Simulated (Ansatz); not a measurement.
Input

```
crystal:
  lattice:
    - [-1.726539, 1.775547, 2.338342]
    - [1.726539, -1.775547, 2.338342]
    - [1.726539, 1.775547, -2.338342]
  atoms:
    - { symbol: Sn, position: [0.0, 0.0, 0.0] }
basis:
  ecutwfc: 420
  fft_grid_basis: typed
kpoints:
  mp_grid: { grid: [14, 14, 14] }
hamiltonian:
  xc: pbe
scf:
  occupations: { method: gaussian, width: 0.05 }
output:
  forces: true
  stress: true
  eigenvalues: true
  bader: true
  write_density: true
  volumetric_format: npy
  elf: true
```

Command:

```sh
ansatz run input.yaml --threads 1 --pin off --max-ram 2560MiB --backend cpu --events-out ev --progress --plain --runs-dir out
```

The picture shows the conventional cell (a = 3.45 Å, b = 3.55 Å, c = 4.68 Å, α = 90.00°, β = 90.00°, γ = 90.00°).

Space group Immm. This isn't the usual form at ambient conditions. The cell comes from a database of computed structures, not from a measurement.

These are results of DFT PBE, scalar-relativistic, plane waves, PAW in Ansatz, not measurements.

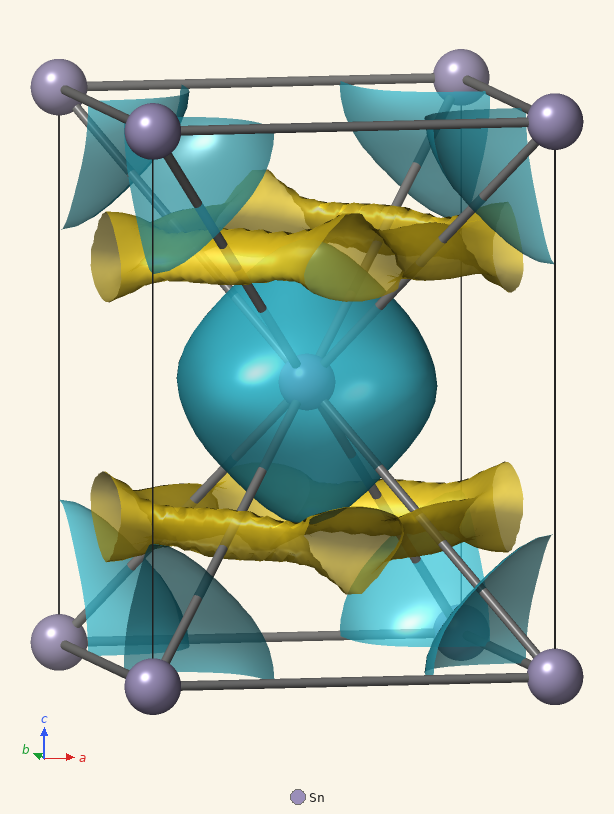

Sn. Deformation density (self-consistent density less superposed neutral spherical atoms): yellow surfaces at +0.01 and cyan ones at −0.01 e/Å³, in the conventional cell seen slightly off an axis (the regions close to the nuclei are left out). Cores are masked to 0.9 Å (Sn).

Core electrons are frozen (PAW), so the fields are smoothed inside the atomic spheres.

### Read the map: where is density gained and where lost?

Sn–Sn (3.41 Å): Δρ is +0.012 e/Å³ at the midpoint.
Over the whole cell, outside the masked cores, the largest gain, 0.012 e/Å³, lies 1.7 Å from a tin nucleus, and the largest loss lies at the edge of the masked core of Sn.
The rearranged charge, half the integral of |Δρ|, is about 0.09 e an atom.

### Metal or insulator at this level?

It is a metal at this level of theory.

Run time: 7.5 s on 1 thread of Intel(R) Xeon(R) 6975P-C (Granite Rapids) (shared host), peak memory 0.49 GiB.
